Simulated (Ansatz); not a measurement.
Rb

Space group C2/c. This isn't the usual form at ambient conditions. The cell comes from a database of computed structures, not from a measurement.

```
Rb
1.0
    23.95674    0.00000    0.00000
     0.00000    7.83948    0.00000
    -2.22989    0.00000    7.68987
Rb
16
Direct
  0.06410 0.23646 0.05918
  0.56410 0.73646 0.05918
  0.43590 0.73646 0.44082
  0.93590 0.23646 0.44082
  0.18881 0.72562 0.18620
  0.68881 0.22562 0.18620
  0.43590 0.26354 0.94082
  0.93590 0.76354 0.94082
  0.31119 0.77438 0.81380
  0.81119 0.27438 0.81380
  0.31119 0.22562 0.31380
  0.81119 0.72562 0.31380
  0.06410 0.76354 0.55918
  0.56410 0.26353 0.55918
  0.18881 0.27438 0.68620
  0.68881 0.77438 0.68620
```

The calculation used Ansatz 0.2.0, DFT r2SCAN, scalar-relativistic, plane waves, PAW.

Predict the deformation density (crystal less neutral atoms): where will charge gather?

Answer. Over the whole cell, outside the masked cores, the largest gain, 0.004 e/Å³, lies 3.0 Å from a rubidium nucleus, and the largest loss, 0.005 e/Å³, lies 1.5 Å from a rubidium nucleus. The rearranged charge, half the integral of |Δρ|, is about 0.10 e an atom.

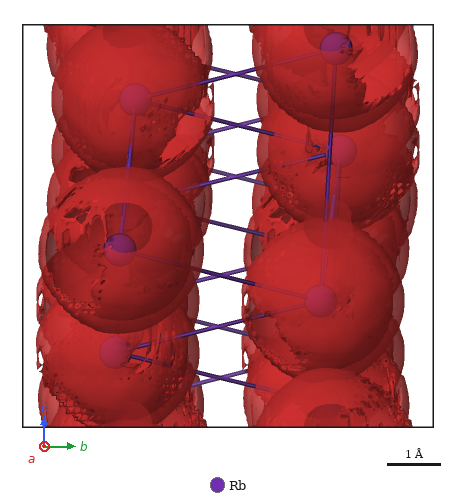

Computed deformation density: red surfaces at −0.004, none at +0.004 e/Å³, in the conventional cell seen along the a axis (the regions close to the nuclei are left out).

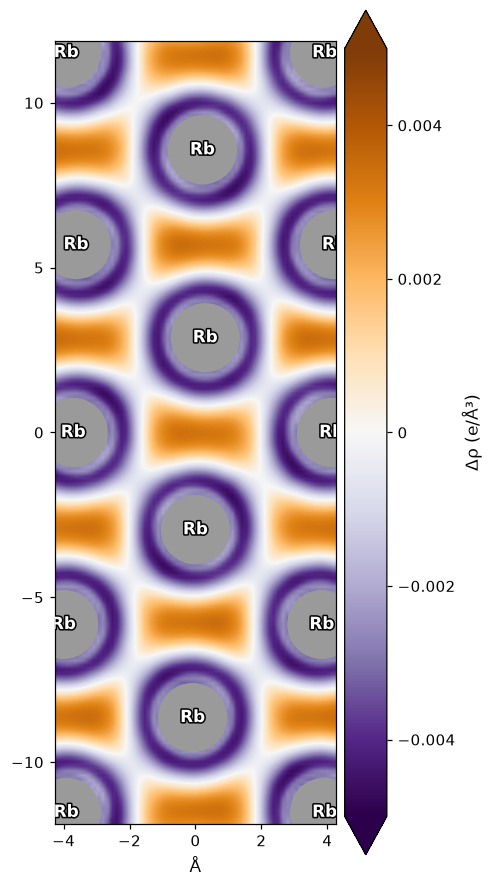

Computed deformation density: a map on the (101̄) plane of the conventional cell, with grey discs over the atomic cores.

Cores are masked to 1.0 Å (Rb).

In a PAW calculation such maps are meaningful between the atoms, not at the nuclei.

Cost of the run: 6.3 min on 2 threads of Arm Neoverse N1, on a shared host, peak memory 3.2 GiB.
